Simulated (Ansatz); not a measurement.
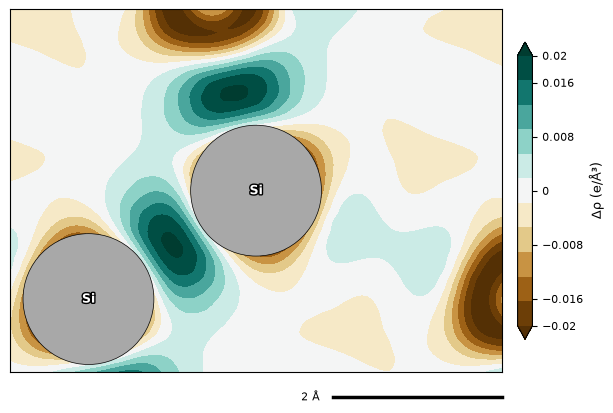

Si. Difference of the valence pseudo-densities of two functionals at the same geometry, on the (001) plane of the calculation cell: one of LDA and r2SCAN less the other.

Space group I4/mmm; a structure from a database of computed crystals, not necessarily the ambient phase.

Both computed with Ansatz (plane waves, PAW), on the same k-point mesh. Grey discs cover the atomic cores.

```
Si
1.0
    -3.34747    3.34747    1.93512
     3.34747   -3.34747    1.93512
     3.34747    3.34747   -1.93512
Si
4
Direct
  0.82120 0.17880 0.00000
  0.17880 0.82120 0.00000
  0.82120 0.82120 0.64240
  0.17880 0.17880 0.35760
```

Which was subtracted from which, and what does the map show?

It is r2SCAN less LDA. Against LDA, r2SCAN gives a change of +0.021 e/Å³ at the midpoint of Si–Si.
